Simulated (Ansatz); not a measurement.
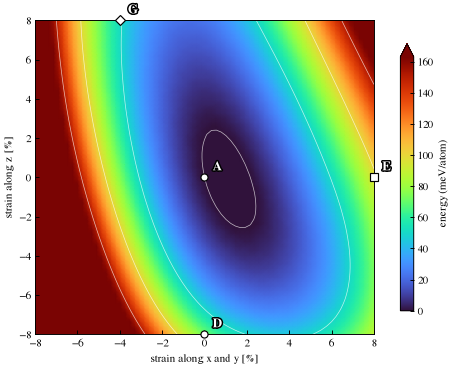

Si (I4_1/amd, No. 141; 2 atoms in the cell). The cell is strained homogeneously, by one strain along x and y and another along z, with fractional coordinates fixed (x along [1 0 0], z along [0 0 1] of the conventional cell). The first coordinate is: strain along x and y; the second: strain along z. The grid has 5 × 5 points. Points are written as (first, second). Energies are in meV/atom, from the lowest grid point. The reference cell is the one listed in the database, not relaxed at this level. Level of theory: Ansatz 0.2.0, DFT r2SCAN, scalar-relativistic, plane waves, PAW. Settings: cutoff 500 eV, k-mesh 20×20×20, gaussian smearing 0.15 eV, no spin polarisation.

The picture shows a smooth colour map with a few white contour lines, one colour for all values above the top of the scale, lettered points. Between grid points the surface is interpolated.

### Is A the lowest point of the computed grid?

Yes. A, at (0 %, 0 %), has the lowest energy of the grid.

### Rank the lettered points by energy, lowest first.

A (0 meV/atom), G (52 meV/atom), D (72 meV/atom), E (96 meV/atom).
